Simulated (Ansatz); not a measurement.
**Cu₁₂Cl (slab): density, localisation and related maps**

Input

```
crystal:
  lattice:
    - [5.0393684366, 0.0, 0.0]
    - [-2.5196842183, 4.3642210851, 0.0]
    - [0.0, 0.0, 22.1146270985]
  atoms:
    - { symbol: Cu, position: [0.3333333333, 0.1666666667, 0.3617515215] }
    - { symbol: Cu, position: [0.3333333333, 0.6666666667, 0.3617515215] }
    - { symbol: Cu, position: [0.8333333333, 0.1666666667, 0.3617515215] }
    - { symbol: Cu, position: [0.8333333333, 0.6666666667, 0.3617515215] }
    - { symbol: Cu, position: [0.6666666667, 0.3333333333, 0.4554362071] }
    - { symbol: Cu, position: [0.6666666667, 0.8333333333, 0.4554362071] }
    - { symbol: Cu, position: [0.1666666667, 0.3333333333, 0.4554362071] }
    - { symbol: Cu, position: [0.1666666667, 0.8333333333, 0.4554362071] }
    - { symbol: Cu, position: [0.0, 0.5, 0.5491190094] }
    - { symbol: Cu, position: [0.0, 0.0, 0.5491190094] }
    - { symbol: Cu, position: [0.5, 0.5, 0.5491190094] }
    - { symbol: Cu, position: [0.5, 0.0, 0.5491190094] }
    - { symbol: Cl, position: [0.0, 0.5, 0.6594532235], spin: 1.0 }
basis:
  ecutwfc: 420
kpoints:
  mp_grid: { grid: [4, 4, 1] }
hamiltonian:
  xc: pbe
  dispersion: d3bj
scf:
  occupations: { method: gaussian, width: 0.1 }
output:
  forces: true
  eigenvalues: true
  populations: true
  write_density: true
  write_potential: true
  elf: true
  volumetric_format: npy
magnetization:
  spin_polarized: true
relax:
  adjacent_minimum: "off"
  f_tol: 0.04
  max_steps: 100
  constraints: [{ sites: [0, 1, 2, 3] }]
efield:
  axis: 3
  dipole_correction: true
  ramp_width: 0.04
```

Run with:

```sh
ansatz run input.yaml --threads 8 --pin off --max-ram 20480MiB --backend cpu --events-out ev --progress --plain --runs-dir out
```

The fields are those of the run's last geometry, not of the input's.

The program warned that a starting moment wasn't kept; spin-polarised, but the moments vanished.

Computed with Ansatz, DFT PBE+D3(BJ), scalar-relativistic, plane waves, PAW.

Core electrons are frozen (PAW), and the valence fields are smoothed inside the atomic spheres.

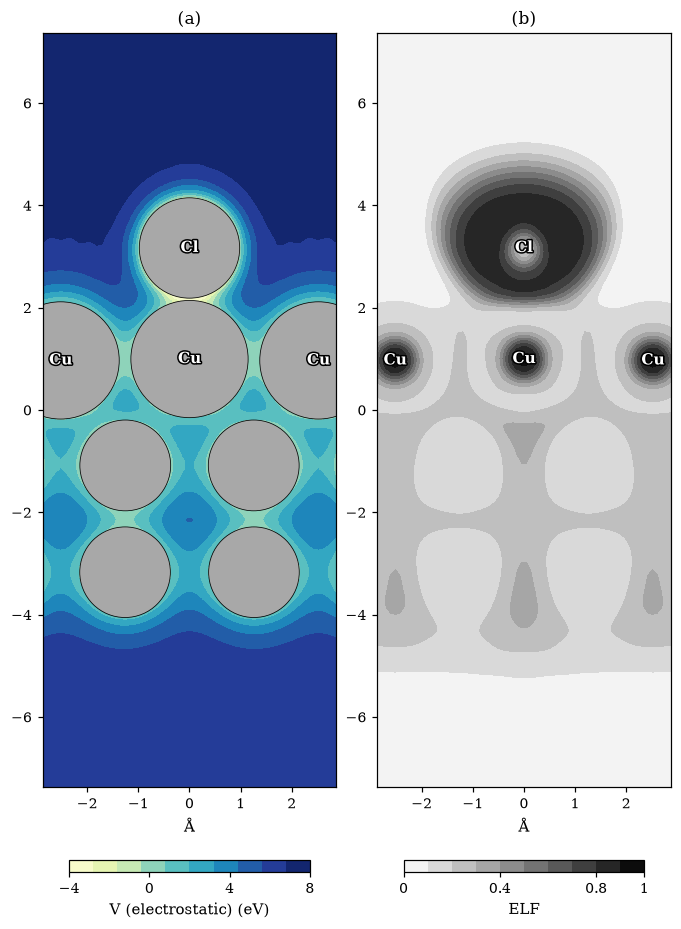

Figure 1. (a) electrostatic potential (local pseudopotential plus Hartree) felt by an electron; (b) ELF on the (100) plane of the calculation cell, a cut from vacuum to vacuum. Grey discs cover the atomic cores in the potential map.

> What does the map show?

The section cuts through Cu and Cl sites.
Atoms just off the plane (Cu, 0.7 Å away) can leave unmarked features too.
Cu–Cl (2.17 Å): the ELF peaks at about 0.80 in the valence shell of Cl, 0.8 Å from its nucleus, and is about 0.45 at the midpoint.
The features right at Cu lie inside the PAW spheres, where the map follows smoothed inner orbitals and isn't to be read closely.
Outside the cores the potential energy rises away from the atoms and is highest in the vacuum; its zero is arbitrary.

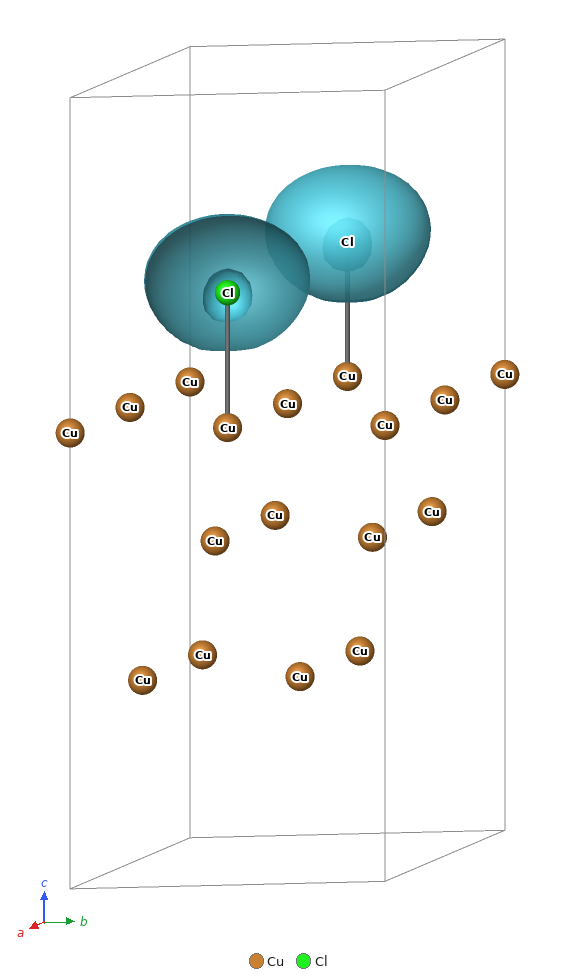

Figure 2. Isosurface of the electron localisation function at 0.7 (cyan), seen slightly off an axis. Only the valence region is drawn (cores and ρ < 0.01 e/Å³ removed). Sticks mark near contacts.

> Identify the bonds, lone pairs and shells in this picture.

At this value the surface marks out one region wrapped around Cl (its valence shell), counted in one cell of 13 atoms. Counts are for one cell; the picture repeats the cell along the surface.

> Does the calculation give a band gap?

It is gapless in this calculation (a metal or semimetal).
